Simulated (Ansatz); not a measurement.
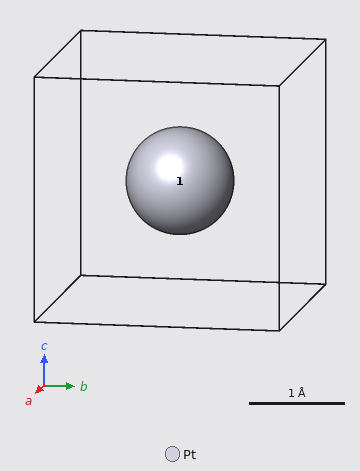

Fig. 1: The starting structure (ball-and-stick view of the cell of the calculation, seen slightly off an axis; atoms are numbered from 1 in the order of the input). An atom can appear more than once, as a periodic image.

**Geometry relaxation of Pt**

- system: Pt (Pm-3m, 1 atom in the cell)
- method: DFT PBE, scalar-relativistic, plane waves, PAW, no spin polarisation (Ansatz 0.2.0)

The structure was made by a generator, so it may or may not be a known phase. Figures and captions count atoms from 1; the log counts them from 0 in places.

What the program printed:
```
Engine: ansatz 0.2.0, x86_64-unknown-linux-gnu
Pseudopotentials: kind: paw
Pseudopotential: Pt, paw, valence charge 18, recommended cutoff 420 eV (normal), Pt.paw.azcp
Functional definition: PBE
  parameter kappa = 0.804
  parameter beta = 0.06672455060314922
  exchange = pbe_x(kappa = kappa, mu = beta*pi^2/3)
  correlation = pbe_c(beta = beta)
Crystal: 1 atoms, lattice volume = 18.115 Å³
Basis set: ecut = 420 eV, 365 PW (Γ), exchange–correlation on 36×36×36 points (8 copies of the dense FFT grid, shifted against one another)
Bands: 13, of which v1, the nominal top of the filled ones, is band 9 counted from 1 (8 counted from 0)
Symmetry: 48 space group operations
Space group: Pm-3m (ITA 221), of the structure as read, at distance tolerance 2.6e-5 Å
k-points: 286 of 8000
Non-local potential: Pt, projectors of the file, l = 0: 3, l = 1: 2, l = 2: 2, l = 3: 1
PAW form: soft (Blöchl's): semilocal exchange-correlation on the pseudo side does not see the compensation charge
PAW one-centre angular grid: Pt, 590 points (default); XC on 64 Gauss nodes
Initial density: superposition of atomic densities (neutral atoms: chi_scale 0, normalization atom), corrected by the library's trained network
Initial wavefunctions: pseudopotential atomic-orbital guess
Functional: x = pbe(κ = 0.804, μ = 0.2195149727645171), c = pbe(β = 0.06672455060314922)
SCF iter   1: F=—  HF=-12522.561177 eV  |F-HF|=—  |Δ(HF+E_count)|=         —  Δρ=2.98e-3  dr2=1.41e-3  ethr=1.77e-3  ⟨swp⟩=4.8  Hψ=19637  notcnv=0
preconditioner: auto → none  [metal: Δε(μ)=0.005 eV  Ē_g=12.927 eV  σ=0.100 eV  W_gap=0.03  n_scr=6 (ndim 8)  ℏωp=27.6 eV  f_vac=0.000  D(μ)=1.51/eV (n_scr^D=18)  sad-step TF]
SCF iter   2: F=—  HF=-12522.561594 eV  |F-HF|=—  |Δ(HF+E_count)|=   4.17e-4  Δρ=1.60e-3  dr2=4.21e-4  ethr=7.81e-6  ⟨swp⟩=2.0  Hψ=7131  notcnv=0
SCF iter   3: F=—  HF=-12522.561671 eV  |F-HF|=—  |Δ(HF+E_count)|=   7.76e-5  Δρ=2.41e-4  dr2=1.28e-5  ethr=2.34e-6  ⟨swp⟩=2.3  Hψ=4674  notcnv=0
SCF iter   4: F=—  HF=-12522.561646 eV  |F-HF|=—  |Δ(HF+E_count)|=   2.53e-5  Δρ=6.77e-5  dr2=6.70e-7  ethr=7.10e-8  ⟨swp⟩=2.1  Hψ=5035  notcnv=0
iter 5 did not close the SCF: its close was put off for the readings that it lacked (scf_convergence_deferred on its scf_iter line)
SCF iter   5: F=-12522.561646 eV  HF=-12522.561646 eV  |F-HF|=1.40e-9  |Δ(HF+E_count)|=   9.67e-8  Δρ=5.56e-6  dr2=1.93e-9  ethr=3.72e-9  ⟨swp⟩=2.4  Hψ=5743  notcnv=0
SCF iter   6: F=-12522.561646 eV  HF=-12522.561646 eV  |F-HF|=6.73e-11  |Δ(HF+E_count)|=   1.47e-9  Δρ=9.94e-7  dr2=8.63e-11  ethr=1.07e-11  ⟨swp⟩=2.5  Hψ=11603  notcnv=0
SCF 1 converged in 6 iterations: F = -12522.561646 eV  dr2 = 8.63e-11
  greatest PAW one-centre occupation: 1.000 electrons in one spin orbital (limit 2), on the Pt atom at site 0 (counted from 0), in its partial waves of l = 0
relax step   1: F+E_penalty+E_count = -12522.56164592 eV  Δ(F+E_penalty+E_count) = +0.000e0 eV  max|allowed force component| = 0.000e0 eV/Å  Δτ_max = 0.0000 Å  P = -0.450 GPa  Ω = 18.115 Å³  (6 SCF iters, dr2 threshold 1.00e-7 eV, accepted)
Crystal: 1 atoms, lattice volume = 18.020 Å³
Initial density: handed on by an earlier stage of this run
Initial wavefunctions: those handed on with the density
iter 1 solved again at ethr=6.08e-8 eV; its pass at ethr=3.10e-3 eV (dr2=1.09e-5 eV) is discarded
SCF iter   1: F=—  HF=-12522.561695 eV  |F-HF|=—  |Δ(HF+E_count)|=         —  Δρ=3.32e-4  dr2=1.40e-5  ethr=6.08e-8  ⟨swp⟩=2.0  Hψ=23761  notcnv=0
preconditioner: auto → none  [metal: Δε(μ)=0.005 eV  Ē_g=12.987 eV  σ=0.100 eV  W_gap=0.03  n_scr=6 (ndim 8)  ℏωp=27.7 eV  f_vac=0.000  D(μ)=1.50/eV (n_scr^D=18)]
SCF iter   2: F=—  HF=-12522.561663 eV  |F-HF|=—  |Δ(HF+E_count)|=   3.19e-5  Δρ=1.65e-4  dr2=1.79e-6  ethr=6.08e-8  ⟨swp⟩=2.0  Hψ=5073  notcnv=0
SCF iter   3: F=—  HF=-12522.561663 eV  |F-HF|=—  |Δ(HF+E_count)|=   8.56e-8  Δρ=6.83e-5  dr2=2.86e-7  ethr=9.92e-9  ⟨swp⟩=2.8  Hψ=6469  notcnv=0
SCF iter   4: F=-12522.561663 eV  HF=-12522.561663 eV  |F-HF|=9.20e-9  |Δ(HF+E_count)|=   7.29e-8  Δρ=2.27e-5  dr2=2.87e-8  ethr=5.56e-10  ⟨swp⟩=3.9  Hψ=10766  notcnv=0
SCF 2 converged in 4 iterations: F = -12522.561663 eV  dr2 = 2.87e-8
relax step   2: F+E_penalty+E_count = -12522.56166300 eV  Δ(F+E_penalty+E_count) = -1.707e-5 eV  max|allowed force component| = 0.000e0 eV/Å  Δτ_max = 0.0000 Å  P = +0.535 GPa  Ω = 18.020 Å³  energy of the carried Pulay correction = +4.051e-5 eV  (4 SCF iters, dr2 threshold 1.00e-7 eV, rejected (line search))
Crystal: 1 atoms, lattice volume = 18.071 Å³
iter 1 solved again at ethr=1.39e-8 eV; its pass at ethr=3.10e-3 eV (dr2=2.51e-6 eV) is discarded
SCF iter   1: F=—  HF=-12522.561756 eV  |F-HF|=—  |Δ(HF+E_count)|=         —  Δρ=1.61e-4  dr2=3.60e-6  ethr=1.39e-8  ⟨swp⟩=2.0  Hψ=23714  notcnv=0
preconditioner: auto → none  [metal: Δε(μ)=0.003 eV  Ē_g=12.962 eV  σ=0.100 eV  W_gap=0.02  n_scr=6 (ndim 8)  ℏωp=27.6 eV  f_vac=0.000  D(μ)=1.51/eV (n_scr^D=18)]
SCF iter   2: F=—  HF=-12522.561727 eV  |F-HF|=—  |Δ(HF+E_count)|=   2.92e-5  Δρ=7.92e-5  dr2=4.38e-7  ethr=1.39e-8  ⟨swp⟩=2.0  Hψ=5124  notcnv=0
SCF iter   3: F=—  HF=-12522.561726 eV  |F-HF|=—  |Δ(HF+E_count)|=   1.05e-6  Δρ=3.34e-5  dr2=6.74e-8  ethr=2.44e-9  ⟨swp⟩=2.9  Hψ=6528  notcnv=0
SCF iter   4: F=—  HF=-12522.561726 eV  |F-HF|=—  |Δ(HF+E_count)|=   1.46e-8  Δρ=1.26e-5  dr2=9.07e-9  ethr=3.74e-10  ⟨swp⟩=1.0  Hψ=3720  notcnv=0
SCF iter   5: F=—  HF=-12522.561726 eV  |F-HF|=—  |Δ(HF+E_count)|=   2.52e-9  Δρ=2.18e-6  dr2=2.81e-10  ethr=5.04e-11  ⟨swp⟩=1.2  Hψ=4159  notcnv=0
SCF iter   6: F=-12522.561726 eV  HF=-12522.561726 eV  |F-HF|=7.28e-12  |Δ(HF+E_count)|=  9.46e-11  Δρ=1.92e-7  dr2=2.06e-12  ethr=1.00e-12  ⟨swp⟩=3.6  Hψ=15858  notcnv=0
SCF 3 converged in 6 iterations: F = -12522.561726 eV  dr2 = 2.06e-12
relax step   3: F+E_penalty+E_count = -12522.56172618 eV  Δ(F+E_penalty+E_count) = -8.026e-5 eV  max|allowed force component| = 0.000e0 eV/Å  Δτ_max = 0.0000 Å  P = -0.003 GPa  Ω = 18.071 Å³  energy of the carried Pulay correction = +1.853e-5 eV  (6 SCF iters, accepted)
Initial wavefunctions: pseudopotential atomic-orbital guess (no wavefunctions were taken with the density)
iter 1 solved again at ethr=2.97e-9 eV; its pass at ethr=3.10e-3 eV (dr2=5.35e-7 eV) is discarded
SCF iter   1: F=—  HF=-12522.561739 eV  |F-HF|=—  |Δ(HF+E_count)|=         —  Δρ=6.21e-6  dr2=1.34e-9  ethr=2.97e-9  ⟨swp⟩=3.6  Hψ=31786  notcnv=0
preconditioner: auto → none  [metal: Δε(μ)=0.004 eV  Ē_g=12.961 eV  σ=0.100 eV  W_gap=0.02  n_scr=6 (ndim 8)  ℏωp=27.6 eV  f_vac=0.000  D(μ)=1.51/eV (n_scr^D=18)]
SCF iter   2: F=—  HF=-12522.561709 eV  |F-HF|=—  |Δ(HF+E_count)|=   2.94e-5  Δρ=3.31e-6  dr2=3.80e-10  ethr=7.42e-12  ⟨swp⟩=2.0  Hψ=6284  notcnv=0
SCF iter   3: F=—  HF=-12522.561709 eV  |F-HF|=—  |Δ(HF+E_count)|=  1.00e-10  Δρ=1.22e-6  dr2=5.82e-11  ethr=2.11e-12  ⟨swp⟩=2.4  Hψ=4954  notcnv=0
SCF iter   4: F=-12522.561709 eV  HF=-12522.561709 eV  |F-HF|=5.46e-12  |Δ(HF+E_count)|=  3.09e-11  Δρ=1.22e-7  dr2=1.30e-12  ethr=1.00e-12  ⟨swp⟩=3.1  Hψ=16277  notcnv=0
SCF 4 converged in 4 iterations: F = -12522.561709 eV  dr2 = 1.30e-12
relax step   4: F+E_penalty+E_count = -12522.56170939 eV  Δ(F+E_penalty+E_count) = +1.679e-5 eV  max|allowed force component| = 0.000e0 eV/Å  Δτ_max = 0.0000 Å  P = -0.002 GPa  Ω = 18.071 Å³  stress off target by 2.03e-3 GPa  SCF on the basis re-selected at this cell (its energy is not comparable with the rows above)  (4 SCF iters)
```

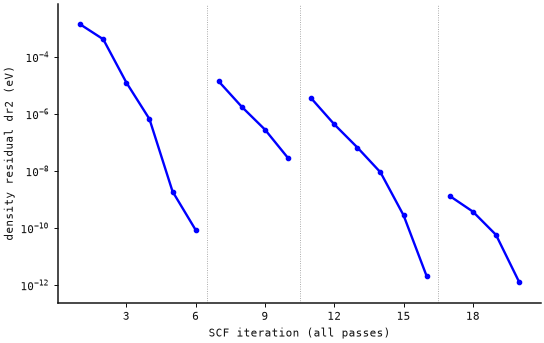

Fig. 2: Convergence of the self-consistent field: density residual dr2 against the SCF iteration. The dotted lines part the SCF passes of the relaxation: geometry steps, rejected trials and re-solves on a re-selected basis. The passes take 6, 4, 6 and 4 iterations.

```
basis re-selected at this cell: Δ(F+E_penalty+E_count) = +1.679e-5 eV, ΔP = +0.001 GPa vs the last step (what re-selecting the basis moved, of the pressure what is left beyond the Pulay correction that the steps carried, after the strain that the cell walked since its last selection, with what the two solves' SCF thresholds leave and, on support functions, any second-order correction that the steps lacked; it is no measure of the basis error at this ecutwfc). This SCF's stress stands 2.03e-3 GPa from its target on what of the cell is left free (relax.cell.stress_tol is 5.00e-2 GPa) and its largest allowed force component is 0.00e0 eV/Å (relax.f_tol is 1.00e-2 eV/Å): within both
SCF converged after 4 iterations
Free energy (F): -12522.561709 eV
Harris-Foulkes:  -12522.561709 eV  (|F-HF|=5.46e-12)
Internal energy: -12522.554165 eV  (E = F + TS)
E sigma→0 (E₀):  -12522.557937 eV
Entropy (-TS):   -0.007544 eV (-7.544 meV/atom)
Fermi energy:    18.303513 eV
--- Per-component energies (eV) ---
  E_band       = -210.017474
  E_kinetic    = 637.336638
  E_local      = -1788.654323  (includes V_loc(G=0)·N_el)
  E_nonlocal   = 200.261186
  E_hartree    = 666.278073
  E_xc         = -261.192652
  E_vxc        = -301.987552  (∫ρ·V_xc dr)
  E_paw        = -9454.408271  (= ΣΔE_a)
  E_vpaw       = -289.529729  (= ΣTr[D̂ρ^β])
  E_aug_tail   = 0.000199  (compensation charges beyond the density's cutoff)
  E_ewald      = -2522.175016
  E_smearing   = -0.007544  (= −TS)
  E_closure    = -0.000000  (closes the sum)
  Σ components = -12522.561709   (vs F -12522.561709, Δ=0.00e0)
--- Forces (eV/Å), atoms counted from 1 ---
  atom   1  Pt    -0.00000000    -0.00000000    -0.00000000
  max |Σ_I F_I| component: 1.05e-29 eV/Å
--- Stress (GPa, compression-positive) ---
       -0.002028      -0.000000       0.000000
       -0.000000      -0.002028       0.000000
        0.000000       0.000000      -0.002028
  P = ⅓ Tr σ = -0.0020 GPa (-0.020 kbar)
--- Band table (eV; the first three rows and the last of 286) ---
  k-point 0: bands = ["-79.7466", "-33.7508", "-33.7508", "-33.7508", "9.9371", "12.6886", "12.6886", "18.6032", "18.6032", "18.6032", "33.4840", "33.4840", "33.4840"]
  k-point 1: bands = ["-79.7460", "-33.7621", "-33.7499", "-33.7499", "10.0085", "12.7017", "12.7510", "18.5390", "18.5390", "18.6082", "32.9528", "33.6100", "33.6100"]
  k-point 2: bands = ["-79.7442", "-33.7948", "-33.7473", "-33.7473", "10.2140", "12.7399", "12.9419", "18.3572", "18.3572", "18.6227", "31.7408", "33.9745", "33.9745"]
  k-point 285: bands = ["-79.6739", "-34.1064", "-34.1064", "-34.1064", "13.5256", "13.5256", "13.5256", "20.3598", "20.3598", "28.3101", "28.3108", "28.3108", "28.3108"]
--- Relaxed structure (3 steps of the walk, 2 accepted, 1 SCFs on fresh bases) ---
  F+E_penalty+E_count = -12522.56170939 eV   max|allowed force component| = 0.000e0 eV/Å   (the final SCF, on the basis selected at the relaxed cell)
  cell:  # Å, volume = 18.0713 Å³
    - [2.6241971974172573, 2.054325274013051e-33, 0.0]
    - [2.054325274013051e-33, 2.6241971974172573, 0.0]
    - [0.0, 0.0, 2.6241971974172573]
  atoms:
    - { symbol: Pt, position: [0.5, 0.5, 0.5] }
```

Trajectory as extended XYZ (Å, eV, eV/Å), 4 frames, from step=1 to step=4:
```
1
Lattice="2.6263 0.0000 0.0000 0.0000 2.6263 0.0000 0.0000 0.0000 2.6263" Properties=species:S:1:pos:R:3:forces:R:3 step=1 energy=-12522.56165 pressure_GPa=-0.45
Pt    1.3132    1.3132    1.3132    0.0000   0.0000   0.0000
1
Lattice="2.6217 0.0000 0.0000 0.0000 2.6217 0.0000 0.0000 0.0000 2.6217" Properties=species:S:1:pos:R:3:forces:R:3 step=2 energy=-12522.56166 pressure_GPa=0.53 accepted=F
Pt    1.3109    1.3109    1.3109    0.0000   0.0000   0.0000
1
Lattice="2.6242 0.0000 0.0000 0.0000 2.6242 0.0000 0.0000 0.0000 2.6242" Properties=species:S:1:pos:R:3:forces:R:3 step=3 energy=-12522.56173 pressure_GPa=-0.00
Pt    1.3121    1.3121    1.3121    0.0000   0.0000   0.0000
1
Lattice="2.6242 0.0000 0.0000 0.0000 2.6242 0.0000 0.0000 0.0000 2.6242" Properties=species:S:1:pos:R:3:forces:R:3 step=4 energy=-12522.56171 pressure_GPa=-0.00
Pt    1.3121    1.3121    1.3121    0.0000   0.0000   0.0000
```

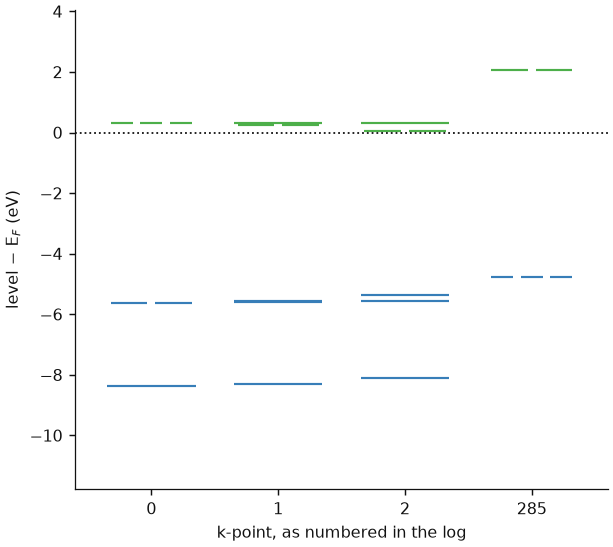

Fig. 3: Kohn–Sham levels near the Fermi level (dotted) at the few k-points that the log prints; levels within 0.02 eV of each other stand side by side. The system is metallic on the full mesh.

This output came from the following input.

Input file:
```yaml
crystal:
  lattice:
    - [2.6263044227, 0.0, 0.0]
    - [0.0, 2.6263044227, 0.0]
    - [0.0, 0.0, 2.6263044227]
  atoms:
    - { symbol: Pt, position: [0.5, 0.5, 0.5] }
basis:
  ecutwfc: 420
kpoints:
  mp_grid: { grid: [20, 20, 20] }
hamiltonian:
  xc: pbe
scf:
  occupations: { method: gaussian, width: 0.1 }
output:
  forces: true
  stress: true
  eigenvalues: true
relax:
  adjacent_minimum: "off"
  f_tol: 0.01
  max_steps: 80
  cell: { stress_tol: 0.05 }
```

Launched with:
```bash
ansatz run input.yaml --threads 1 --pin off --max-ram 2560MiB --backend cpu --events-out ev --progress --plain --runs-dir out
```

Summary:

| quantity | value |
| --- | --- |
| outcome | converged |
| space group (tolerance 0.01 Å) | Pm-3m (221) |
| electrons treated | 18 |
| free energy | −12522.5617 eV |
| Fermi energy | 18.304 eV |
| gap on the k-point mesh | none (metallic) |
| pressure | 0.00 GPa |
| final volume | 18.07 Å³ |
| largest force (length of the vector) at the end | under 0.001 eV/Å |
| final cell | a = 2.624 Å, b = 2.624 Å, c = 2.624 Å, α = 90.00°, β = 90.00°, γ = 90.00° |
| hardware | 1 thread of Intel Xeon @ 2.70GHz, 189 GiB of memory available, shared host |
| wall time | 13 s |
| peak memory | 0.39 GiB |

Remarks:

Spin–orbit coupling is left out, which matters for Pt.
